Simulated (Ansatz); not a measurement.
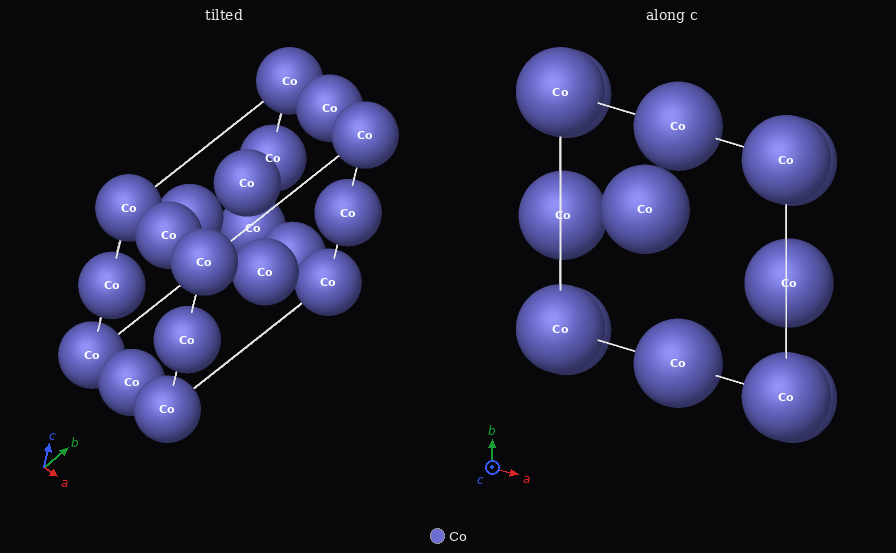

Structure drawing (spheres-only), viewed slightly off an axis and along the c axis. The box is the cell (the run's own, in a reduced setting); atoms on or close to its faces, edges and corners are drawn wherever they repeat. Cell: a = 4.390 Å, b = 4.457 Å, c = 4.474 Å, α = 60.18°, β = 61.19°, γ = 88.80°.

The element is cobalt. Apart from translations it has no symmetry (space group P1). The cell holds five atoms.

The structure is a known structure type with an atom taken out, added or moved, with the atoms shaken; no relaxation was done. A calculation with Ansatz used it as input.

At this level of theory the cell isn't at rest (forces up to 1.2 eV/Å), so its distances can differ from those at equilibrium, the more so the softer the solid.
